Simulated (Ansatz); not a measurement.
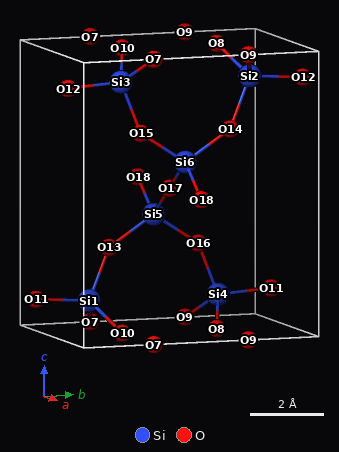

This is the input geometry for a relaxation of a crystal of SiO$_{2}$ (set up in Pmma). The picture is a ball-and-stick view of the cell of the calculation, seen slightly off an axis.

Case: volume × 0.91, shape and atoms relaxed.

The calculation used Ansatz 0.2.0, DFT LDA, scalar-relativistic, plane waves, PAW.

The input:
```yaml
crystal:
  lattice:
    - [5.1223382397, 0.0, 0.0]
    - [0.0, 6.9449996308, 0.0]
    - [0.0, 0.0, 7.9914122463]
  atoms:
    - { symbol: Si, position: [0.25, 0.2257673805, 0.0969889936] }
    - { symbol: Si, position: [0.75, 0.7742326195, 0.9030110064] }
    - { symbol: Si, position: [0.75, 0.2257673805, 0.9030110064] }
    - { symbol: Si, position: [0.25, 0.7742326195, 0.0969889936] }
    - { symbol: Si, position: [0.25, 0.5, 0.3883546148] }
    - { symbol: Si, position: [0.75, 0.5, 0.6116453852] }
    - { symbol: O, position: [0.0, 0.2984631214, 0.0] }
    - { symbol: O, position: [0.5, 0.7015368786, 0.0] }
    - { symbol: O, position: [0.0, 0.7015368786, 0.0] }
    - { symbol: O, position: [0.5, 0.2984631214, 0.0] }
    - { symbol: O, position: [0.25, 0.0, 0.1104008421] }
    - { symbol: O, position: [0.75, 0.0, 0.8895991579] }
    - { symbol: O, position: [0.25, 0.3096303801, 0.2799358817] }
    - { symbol: O, position: [0.75, 0.6903696199, 0.7200641183] }
    - { symbol: O, position: [0.75, 0.3096303801, 0.7200641183] }
    - { symbol: O, position: [0.25, 0.6903696199, 0.2799358817] }
    - { symbol: O, position: [0.5, 0.5, 0.5] }
    - { symbol: O, position: [0.0, 0.5, 0.5] }
basis:
  ecutwfc: 420
kpoints:
  mp_grid: { grid: [4, 4, 4] }
hamiltonian:
  xc: lda
scf:
  occupations: { method: gaussian, width: 0.02 }
output:
  forces: true
  stress: true
  eigenvalues: true
relax:
  adjacent_minimum: "off"
  f_tol: 0.01
  max_steps: 30
  cell: { stress_tol: 0.1, fix: [volume] }
```

Command:
```bash
ansatz run input.yaml --threads 4 --pin off --max-ram 10240MiB --backend cpu --events-out ev --progress --plain --runs-dir out
```

Question: What does the optimiser find from here?

Answer: The largest moves relative to the cell, 0.094 Å, are those of O11 and O12. O11 goes along −c. By element the largest moves are O 0.094 Å, Si 0.029 Å. The drawn cell changes at constant volume: a 5.122 → 5.155 Å (+0.6 %), b 6.945 → 6.895 Å (−0.7 %), c 7.991 → 7.998 Å (+0.1 %). Near-neighbour distances that change, for instance: Si1–O13 1.574 → 1.586 Å, Si1–O10 1.580 → 1.591 Å, Si1–O11 1.572 → 1.580 Å, Si5–O17 1.561 → 1.567 Å. Bond angles that change, for instance: Si2–O12–Si3 172.2° → 177.8°, Si3–O15–Si6 145.0° → 141.3°, Si1–O7–Si3 142.7° → 140.1°. The space group stays Pmma (No. 51). After 5 accepted moves (6 points after the start) the energy has fallen by 4.7 meV per atom. The largest force component goes from 0.39 to 0.0048 eV/Å. The pressure goes from 10.05 to 7.18 GPa. At 1 point the geometry stayed and the basis and grid were re-selected for the new cell (energy shift of less than 0.05 meV per atom at most each time). Cost: 110 s on 4 threads of Intel(R) Xeon(R) Processor @ 2.50GHz (Skylake/Cascade Lake), with other jobs on the host, peak memory 0.96 GiB.

The end point in the same view:

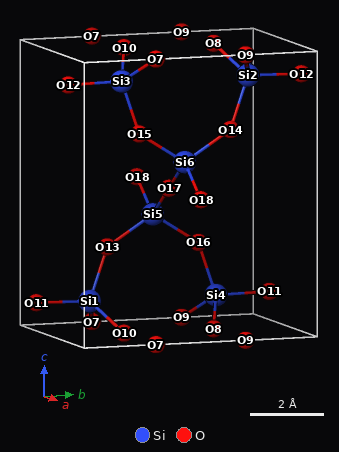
